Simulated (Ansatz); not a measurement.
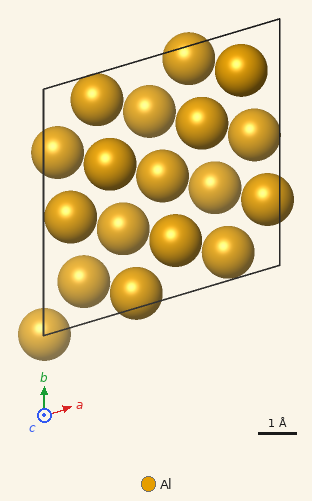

Starting frame of a dynamics run of an 18-atom cell of Al (set up in Im-3m). Style: spheres-only. Shown: the simulation cell, along the c axis.

All numbers below come from DFT PBEsol, scalar-relativistic, plane waves, PAW (Ansatz 0.2.0).

Input
```yaml
crystal:
  lattice:
    - [0.0, -6.4897079184, -3.2448539592]
    - [3.2448539592, 0.0, -6.4897079184]
    - [6.4897079184, -3.2448539592, 0.0]
  atoms:
    - { symbol: Al, position: [0.8333333333, 0.8333333333, 0.8333333333] }
    - { symbol: Al, position: [0.8888888889, 0.5555555556, 0.2222222222] }
    - { symbol: Al, position: [0.6111111111, 0.9444444444, 0.2777777778] }
    - { symbol: Al, position: [0.9444444444, 0.2777777778, 0.6111111111] }
    - { symbol: Al, position: [0.6666666667, 0.6666666667, 0.6666666667] }
    - { symbol: Al, position: [0.7222222222, 0.3888888889, 0.0555555556] }
    - { symbol: Al, position: [0.4444444444, 0.7777777778, 0.1111111111] }
    - { symbol: Al, position: [0.7777777778, 0.1111111111, 0.4444444444] }
    - { symbol: Al, position: [0.5, 0.5, 0.5] }
    - { symbol: Al, position: [0.2222222222, 0.8888888889, 0.5555555556] }
    - { symbol: Al, position: [0.5555555556, 0.2222222222, 0.8888888889] }
    - { symbol: Al, position: [0.2777777778, 0.6111111111, 0.9444444444] }
    - { symbol: Al, position: [0.3333333333, 0.3333333333, 0.3333333333] }
    - { symbol: Al, position: [0.0555555556, 0.7222222222, 0.3888888889] }
    - { symbol: Al, position: [0.3888888889, 0.0555555556, 0.7222222222] }
    - { symbol: Al, position: [0.1111111111, 0.4444444444, 0.7777777778] }
    - { symbol: Al, position: [0.1666666667, 0.1666666667, 0.1666666667] }
    - { symbol: Al, position: [0.0, 0.0, 0.0] }
basis:
  ecutwfc: 420
kpoints:
  mp_grid: { grid: [2, 2, 2], shift: [0.5, 0.5, 0.5] }
hamiltonian:
  xc: pbesol
scf:
  occupations: { method: fermi_dirac, width: 0.1551 }
  lower_state_search: "off"
  convergence: { dr2_threshold: 1.0e-07 }
output:
  forces: true
  stress: true
md:
  timestep: 3.0
  n_steps: 90
  ensemble: nvt_nose_hoover
  temperature: 1800.0
  initial_velocities: maxwell_boltzmann
  seed: 15832
```

Run as
```bash
ansatz run input.yaml --threads 4 --pin off --max-ram 5120MiB --backend cpu --events-out ev --progress --plain --runs-dir out
```

> Predict how the run goes.

The mean temperature in the second half is 1281 K (standard deviation 81 K). The potential energy is still drifting at the end, so the run hasn't reached equilibrium. The potential energy in the second half lies on average 177 meV per atom above the first frame. The mean pressure there is 6.9 GPa. Root-mean-square distances from the starting positions over the second half, with the common drift of all atoms taken out: Al 0.75 Å. Against the typical shortest distance between atoms in the first frame, about 2.8 Å these are large excursions, but over 270 fs one can't yet tell strong vibration from the start of diffusion.

Along the run (each row but the first and the last is the mean over the interval that it begins):

```
time (fs)  potential energy (meV/atom)  T (K)  p (GPa)
      0.0                          0.0   1800      0.4
     45.0                        126.5    897      4.9
     90.0                        130.5   1162      5.7
    135.0                        154.1   1224      6.2
    180.0                        176.8   1256      6.9
    225.0                        200.2   1344      7.7
    270.0                        195.4   1550      7.7
```

The paths of the atoms:

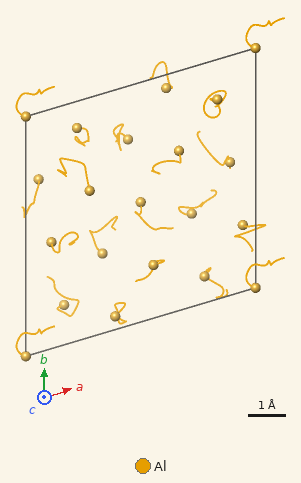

Limits of the set-up: the k-point mesh is coarse for a cell with partly filled bands.

The run took 83 s on 4 threads of Arm Neoverse V2, with other jobs on the host, peak memory 0.58 GiB.
